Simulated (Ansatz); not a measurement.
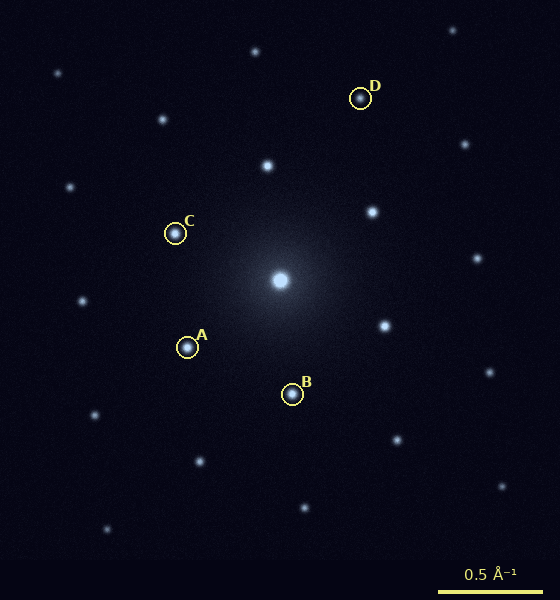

Computed electron diffraction pattern, 200 kV, single scattering only, B = 0.3 Å². The zone axis points towards the electron source and the pattern is seen from the source side.

Mo, space group Pm-3m (No. 221), a = 2.56 Å. Structure: coordinates from a relaxation with Ansatz, DFT, LDA (PW92), plane waves (420 eV) with PAW, scalar-relativistic; the starting structure was generated, so it need not be a known form of this composition.

Spot A is indexed -1 1 0 and spot B -1 0 1.

Index the other marked spots.

C = A − B = 0 1 -1 (d = 1.809 Å). D = −A − B = 2 -1 -1 (d = 1.044 Å).

Find the zone axis.

The cross product of A and B is parallel to [111]; every spot obeys hu + kv + lw = 0.
